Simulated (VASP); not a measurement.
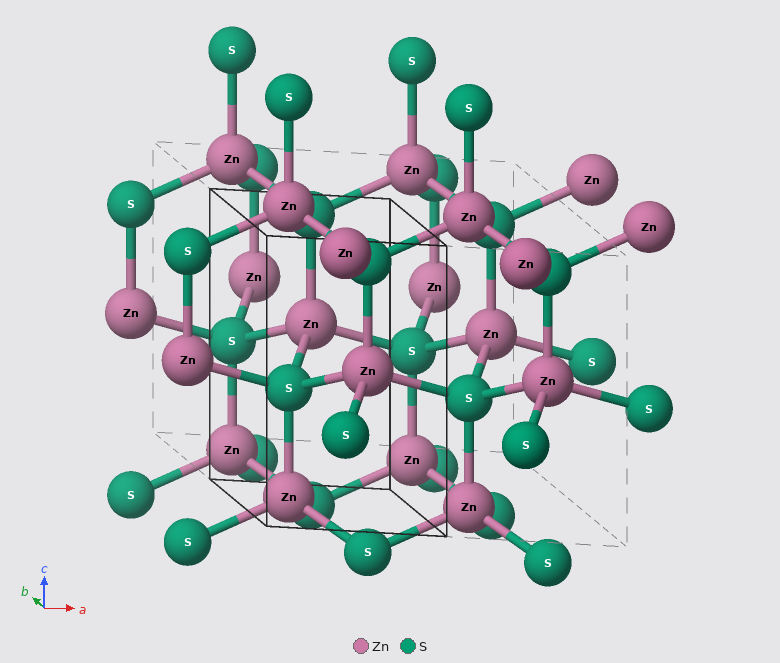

The compound is ZnS (space group P6_3mc, No. 186), taken as coordinates from a relaxation with VASP Kohn-Sham DFT of a periodic cell, revTPSS, VASP PAW PBE potentials, recommended (VASP 6.6.1).

Bonds are taken as S–Zn below 2.6 Å. Simplification: prune 0- and 1-connected atoms, fold 2-connected ones into links.

Question: What kind of net remains, and which atoms are its nodes?

Answer: A uninodal 4-connected, three-periodic net: Zn and S are 4-connected nodes.

Question: Name the underlying net.

Answer: It is the lon net, known from lonsdaleite, wurtzite and tridymite.

Question: Is the net interpenetrated?

Answer: It is a single net, without interpenetration.

Question: How many nodes does the smallest cycle have?

Answer: Six.
